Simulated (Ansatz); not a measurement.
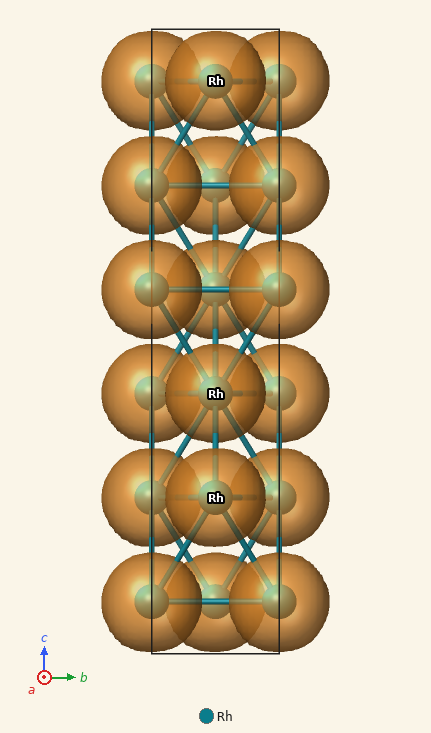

Rh. Isosurface of the valence charge density (pseudo) at 0.6 e/Å³ (orange), seen along the a axis. Sticks mark near contacts.

Space group C2/m; not relaxed (largest force 0.7 eV/Å); computed without spin polarisation.

Theory: Ansatz 0.2.0, DFT PBEsol, scalar-relativistic, plane waves, PAW.

Core electrons are frozen (PAW), and the valence fields are smoothed inside the atomic spheres.

What does this surface tell about the bonding?

At this value the density breaks into separate islands; it holds about 80 % of the electrons treated as valence (semicore included). It bridges none of the near contacts. It is pinched off along the sampled Rh–Rh (2.56 Å) and Rh–Rh (2.67 Å) contacts. On the grid the lowest density along these lines, outside the cores, is 0.47 e/Å³ (Rh–Rh, 2.56 Å) and 0.38 e/Å³ (Rh–Rh, 2.67 Å).

Metal or insulator at this level of theory?

It is metallic or semimetallic at this level of theory: no gap opens.
